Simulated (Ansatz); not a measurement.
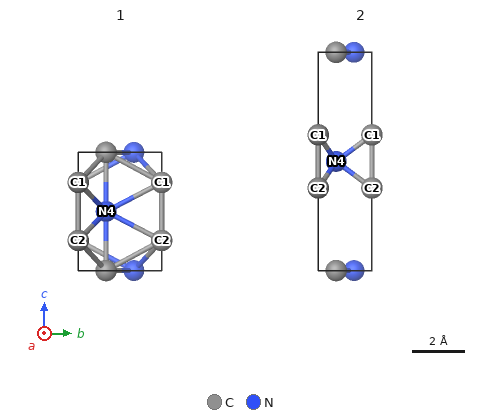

Two geometries of solid C3N2 (a generated structure, set up in P-6m2) (coarse preliminary run), drawn at one scale. One is the start of a relaxation, the other its converged end. The picture is a ball-and-stick view of the cell of the calculation, seen along the a axis.

All numbers below come from Ansatz 0.2.0, DFT PBE, scalar-relativistic, plane waves, PAW. Settings: plane-wave cutoff 420 eV; k-point mesh 6 × 6 × 4; occupations gaussian; smearing width 0.1 eV; collinear spin; cell and atoms relaxed; force threshold 0.04 eV/Å; at most 70 steps.

**Which of the two is the end point?**

Structure 2 is the relaxed one. After 30 accepted moves (35 points after the start) the energy has fallen by 2240 meV per atom. Largest force component: 0.87 eV/Å at the start, 0.00055 eV/Å at the end. The pressure goes from −27.29 to 0.08 GPa. At 5 points the geometry stayed and the basis and grid were re-selected for the new cell (energy shift of 200 meV per atom at most each time). The largest moves relative to the cell, 1.05 Å, are those of C atoms. N stays in place. The drawn cell changes as follows: a = b 3.739 → 2.404 Å (−35.7 %), c 4.591 → 8.477 Å (+84.7 %); the volume changes by −23.6 %. Near-neighbour distances that change, for instance: C–C 2.338 → 6.414 Å, C–N 2.295 → 4.239 Å, C–C 2.455 → 3.494 Å, C–N 2.455 → 3.494 Å. The space group stays P-6m2 (No. 187). The program noted that the starting moments weren't kept. The run may lie on a higher electronic state than the lowest, so the end point isn't shown to be the ground-state structure.
